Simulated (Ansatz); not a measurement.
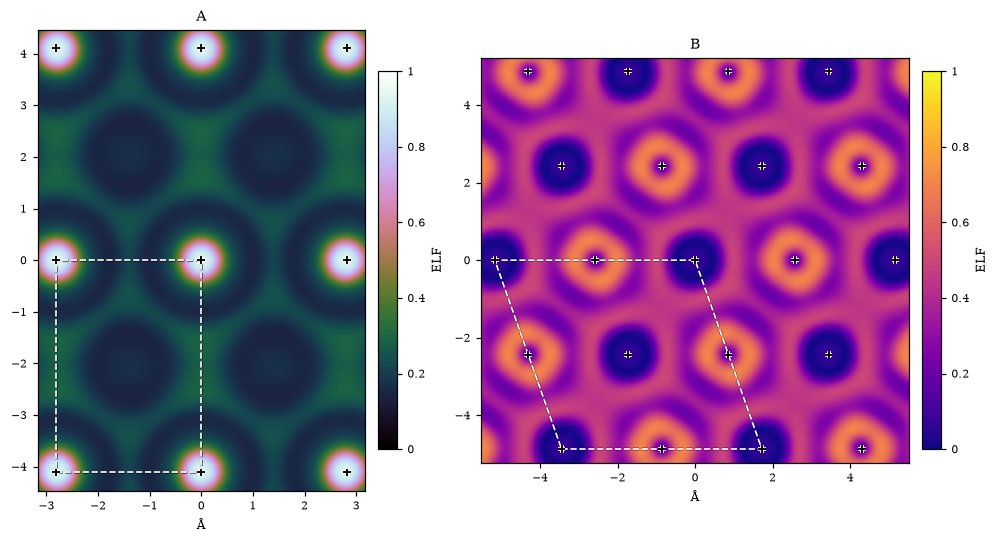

The ELF of 2 systems, each on a plane through atoms (crosses mark nuclei in the plane).

All numbers below come from Ansatz 0.2.0, DFT r2SCAN, scalar-relativistic, plane waves, PAW.

System 1: Cu, the (100) plane of the conventional cell. Space group P6₃/mmc; a structure from a database of computed crystals, not necessarily the ambient phase; changed on purpose from its base cell (strain +0.1125 x Voigt [1, 1, 0, 0, 0, 0], atoms carried along); computed pressure about −19 GPa in this cell; computed without spin polarisation.

```
Cu
1.0
     2.81918    0.00000    0.00000
    -1.40959    2.44148    0.00000
     0.00000    0.00000    4.11257
Cu
2
Direct
  0.33333 0.66667 0.25000
  0.66667 0.33333 0.75000
```

System 2: AlRu, the (010) plane of the calculation cell. Space group Pm-3m; computed without spin polarisation.

```xyz
8
Lattice="-2.9826 2.9826 2.9826 2.9826 -2.9826 2.9826 2.9826 2.9826 -2.9826" Properties=species:S:1:pos:R:3 pbc="T T T"
Al    0.0000    2.9826    0.0000
Al    2.9826    0.0000    0.0000
Al    0.0000    0.0000    0.0000
Al    0.0000    0.0000    2.9826
Ru    1.4913    1.4913    1.4913
Ru    1.4913    1.4913   -1.4913
Ru    1.4913   -1.4913    1.4913
Ru   -1.4913    1.4913    1.4913
```

Match each panel to its system.

Answer. Panel A is system 1, Cu: the plane holds Cu. Cu–Cu (2.82 Å): the ELF is about 0.20 at the midpoint; no shared electron pair shows on this line. Panel B is system 2, AlRu: the plane holds Al and Ru. Al–Ru (2.58 Å): the ELF is about 0.40 at the midpoint.
